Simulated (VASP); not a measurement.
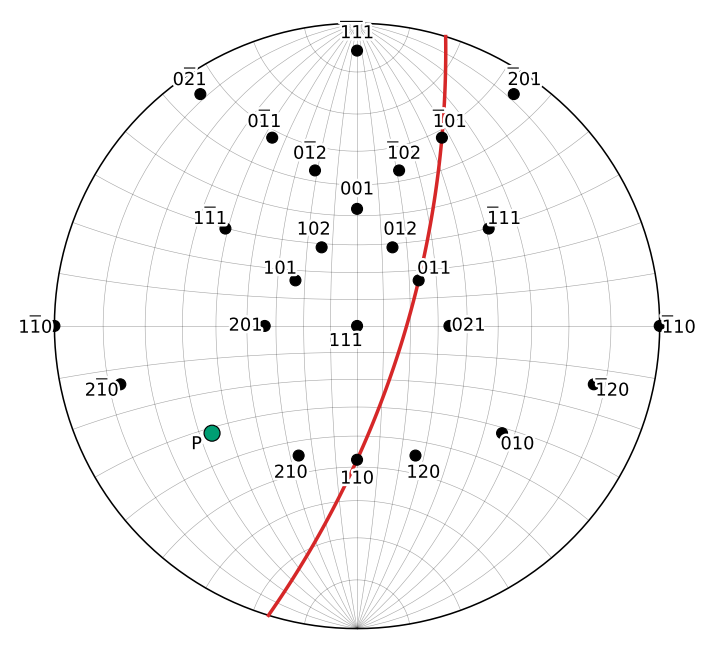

Stereographic projection of plane normals (upper hemisphere) centred on (1 1 1). Crystal: TiO2, a cell listed in the Materials Project, as set up for an electronic-structure calculation. The drawing is computed from the coordinates (standard cell, symmetry found to 0.002 Å).

a = 4.600 Å, b = 4.600 Å, c = 2.959 Å, α = 90.00°, β = 90.00°, γ = 90.00°.

**Index the pole marked P.**

P is (1 0 0), 61.6° from the centre.

**Which zone does the coloured great circle trace?**

The zone [1 −1 1]: its poles satisfy h − k + l = 0.

**What is the angle between the normals of (−1 1 0) and (0 2 1), and what are their d_hkl = 1/|g|?**

56.1°; d = 3.253 Å and 1.816 Å.
